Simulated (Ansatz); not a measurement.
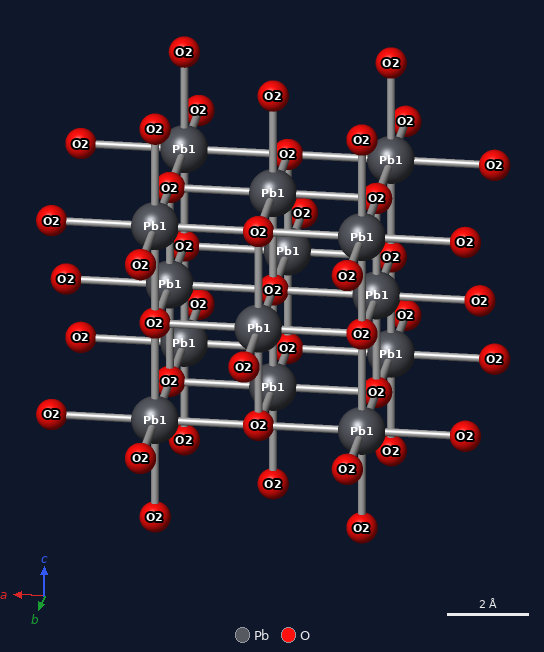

This is solid PbO (built on the rocksalt type) at its r2SCAN-relaxed geometry. Style: ball-and-stick. Shown: the conventional cell (4 times the calculation's cell), from a free direction. Lengths and directions refer to the drawn axes.

Level of theory: Ansatz, DFT, HSE06, plane waves, PAW. (plane-wave cutoff 420 eV; k-point mesh 6 × 6 × 6; occupations fermi dirac; smearing width 0.02 eV; no spin polarisation)

Change: All lengths are scaled by +1.0 % (volume +3.0 %). The atoms were relaxed with r2SCAN under that strain, and this is a single point on that geometry.

What does the calculation give for the changed structure?

Among the bonded contacts that change: O–Pb 2.607 → 2.633 Å. The space group stays Fm-3m (No. 225). The energy rises by 4.7 meV per atom. Pressure: −0.3 GPa before, −2.4 GPa after. All forces vanish by symmetry.
